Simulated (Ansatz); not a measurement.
Consider TiSi$_{2}$.

Input

```
crystal:
  lattice:
    - [-1.4629866552, 1.7006388484, 4.1838131348]
    - [1.4629866552, -1.7006388484, 4.1838131348]
    - [1.4629866552, 1.7006388484, -4.1838131348]
  atoms:
    - { symbol: Ti, position: [0.0, 0.0, 0.0] }
    - { symbol: Si, position: [0.670078, 0.670078, 0.0] }
    - { symbol: Si, position: [0.329922, 0.329922, 0.0] }
hamiltonian:
  xc: pbesol
  pseudopotentials: { kind: paw }
kpoints:
  mp_grid: { grid: [12, 12, 12] }
scf:
  occupations: { method: fermi_dirac, width: 0.05 }
output:
  forces: true
  stress: true
  eigenvalues: true
  write_density: true
  write_potential: true
  elf: true
  volumetric_format: npy
```

Command:

```sh
ansatz run input.yaml --threads 2 --pin off --max-ram 5632MiB --backend cpu --events-out ev --progress --plain --runs-dir out
```

Below, planes, directions and counts refer to the conventional cell (a = 2.93 Å, b = 3.40 Å, c = 8.37 Å, α = 90.00°, β = 90.00°, γ = 90.00°).

Space group Immm; a structure from a database of computed crystals, not necessarily the ambient phase.

Method: Kohn-Sham DFT of a periodic cell, PBEsol, Ansatz PAW (Ansatz).

What will maps of the valence pseudo-density and electron localisation function show?

Ti–Si (2.66 Å): ρ is about 0.28 e/Å³ halfway; the ELF peaks at about 0.75 in the valence shell of Si, 0.9 Å from its nucleus, and is about 0.35 at the midpoint.
Ti–Si (2.76 Å): the density is about 0.27 e/Å³ at the midpoint; the ELF peaks at about 0.75 in the valence shell of Si, 0.9 Å from its nucleus, and is about 0.45 at the midpoint.

Metal or insulator at this level of theory?

It is metallic or semimetallic at this level of theory: no gap opens.

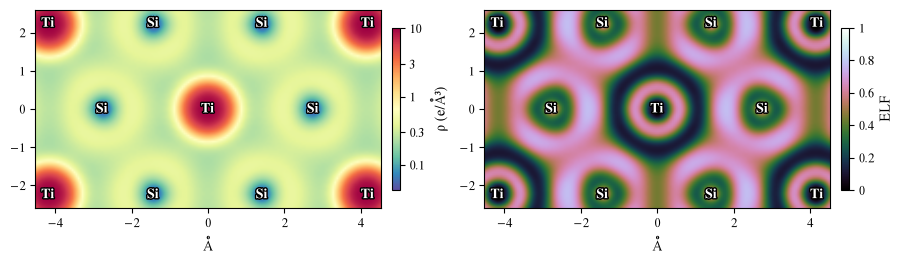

Computed valence pseudo-density and electron localisation function on the (110) plane of the conventional cell, in this order. 

Core electrons are frozen (PAW), and the valence fields are smoothed inside the atomic spheres.
